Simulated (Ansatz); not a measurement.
```xyz
33
Lattice="-5.7318 5.7318 -5.7318 5.7318 -5.7318 -5.7318 -5.7318 -5.7318 5.7318" Properties=species:S:1:pos:R:3 pbc="T T T"
Zn   -2.8333    0.0657   -2.8333
Zn   -2.8333   -2.8333    0.0657
Zn   -2.8333   -5.7643    2.8002
Zn   -5.7643    2.8002   -2.8333
Zn   -2.8333    2.8002   -5.7643
Zn   -5.6661   -0.0326   -0.0326
Zn   -5.7643   -2.8333    2.8002
Zn    2.8002   -5.7643   -2.8333
Zn   -0.0165   -0.0165   -0.0165
Zn   -2.8494   -2.8494   -5.7482
Zn   -2.8494   -5.7482   -2.8494
Zn    0.0657   -2.8333   -2.8333
Zn    2.8002   -2.8333   -5.7643
Zn   -0.0326   -5.6661   -0.0326
Zn   -5.7482   -2.8494   -2.8494
Zn   -0.0326   -0.0326   -5.6661
Se   -4.2988    1.4329   -1.4329
Se   -4.2988   -1.4329    1.4329
Se   -4.2988   -4.2988    4.0826
Se   -1.4306   -1.4306   -7.1670
Se   -4.2988    4.0826   -4.2988
Se   -1.2167   -4.2988   -4.2988
Se   -1.4306   -7.1670   -1.4306
Se    1.4329   -4.2988   -1.4329
Se    4.0826   -4.2988   -4.2988
Se   -4.2988   -1.2167   -4.2988
Se   -4.2988   -4.2988   -1.2167
Se   -1.4352   -1.4352   -1.4352
Se    1.4329   -1.4329   -4.2988
Se   -1.4329   -4.2988    1.4329
Se   -7.1670   -1.4306   -1.4306
Se   -1.4329    1.4329   -4.2988
Se   -4.2988   -4.2988   -4.2988
```

Computed with DFT PBE, scalar-relativistic, plane waves, PAW in Ansatz 0.2.0.

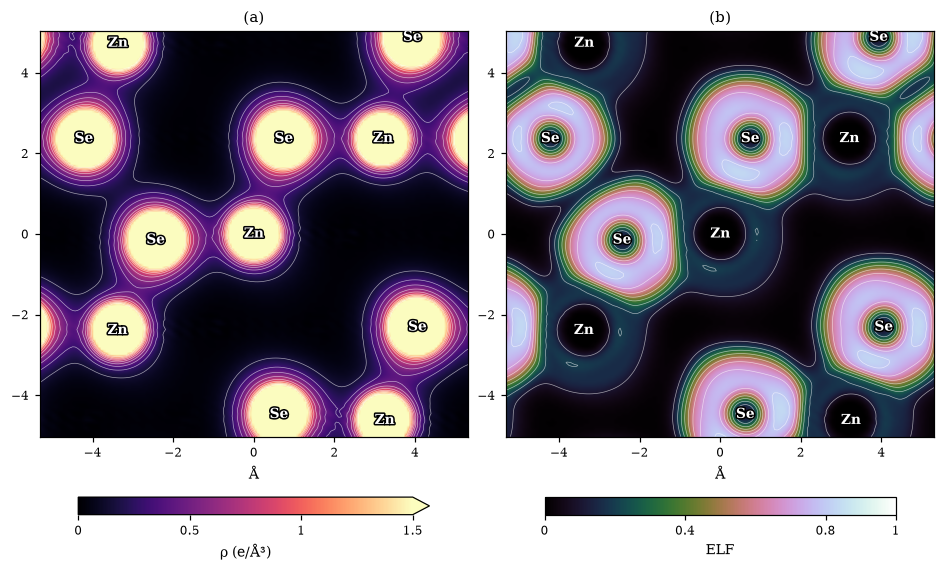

Zn16Se17 (cell with a defect). (a) valence charge density (pseudo); (b) ELF on the (101̄) plane of the calculation cell.

In a PAW calculation such maps are meaningful between the atoms, not at the nuclei.

### Read the bonding off the picture.

The plane passes through Zn and Se nuclei.
Zn–Se (2.44 Å): ρ is about 0.46 e/Å³ halfway; the ELF is about 0.60 at the midpoint.
Zn–Se (2.48 Å): ρ is about 0.44 e/Å³ halfway; the ELF is about 0.60 at the midpoint.
Zn–Se (2.62 Å): ρ at the midpoint is about 0.37 e/Å³, with its minimum of 0.3 e/Å³ about 1.1 Å from Zn; the ELF is about 0.55 at the midpoint.
The density dies away to nearly zero in the voids.

### Does the calculation give a band gap?

It is gapless in this calculation (a metal or semimetal).
